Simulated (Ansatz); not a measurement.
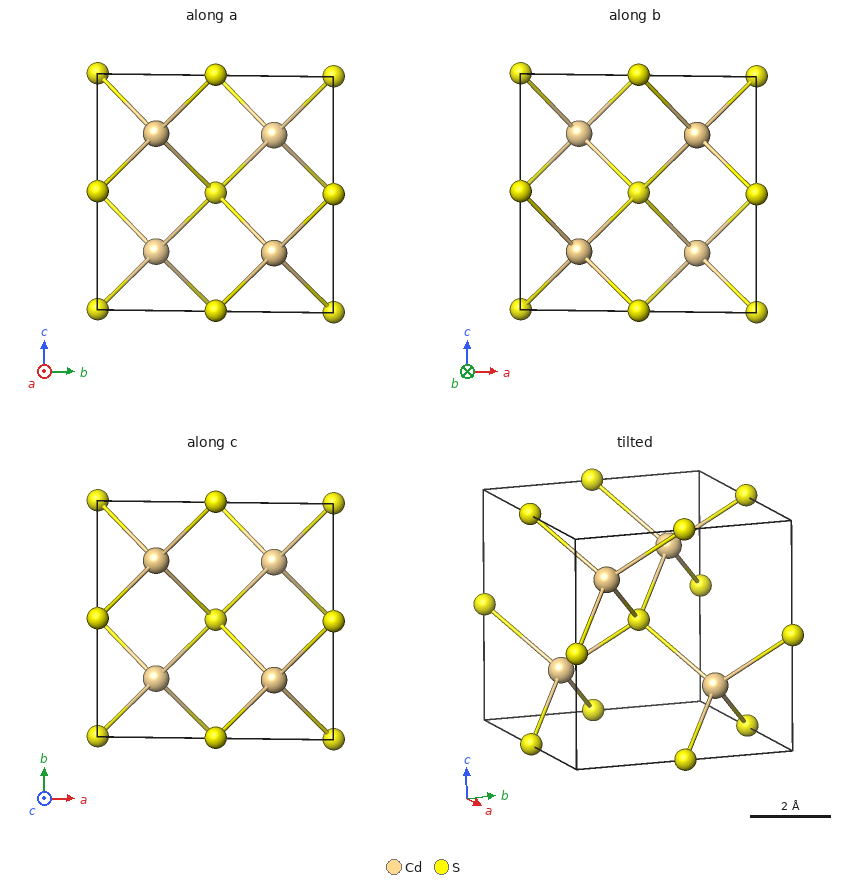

The crystal in a ball-and-stick representation, seen along the a axis, along the b axis, along the c axis and slightly off an axis. The drawn cell (a repeat of the simulation cell) is outlined; an atom on or near a face, edge or corner is repeated at each equivalent position.

Lattice parameters: a = 5.900 Å, b = 5.900 Å, c = 5.900 Å, α = 90.72°, β = 90.72°, γ = 90.72°. Put a along x and b in the xy plane.

Question: Transcribe the picture into a POSCAR file, with free fractional coordinates to two decimals.

Answer:
```
Cd S
1.0
     5.900    0.000    0.000
    -0.074    5.900    0.000
    -0.074   -0.075    5.899
Cd S
4 4
Direct
  0.25 0.25 0.25
  0.75 0.75 0.25
  0.75 0.25 0.75
  0.25 0.75 0.75
  0.50 0.00 0.00
  0.00 0.50 0.00
  0.00 0.00 0.50
  0.50 0.50 0.50
```

The initial geometry was a structure type filled with these elements by a generator (whether the compound takes this form wasn't checked). The cell was then strained or its atoms displaced on purpose. It went into a calculation with Ansatz.
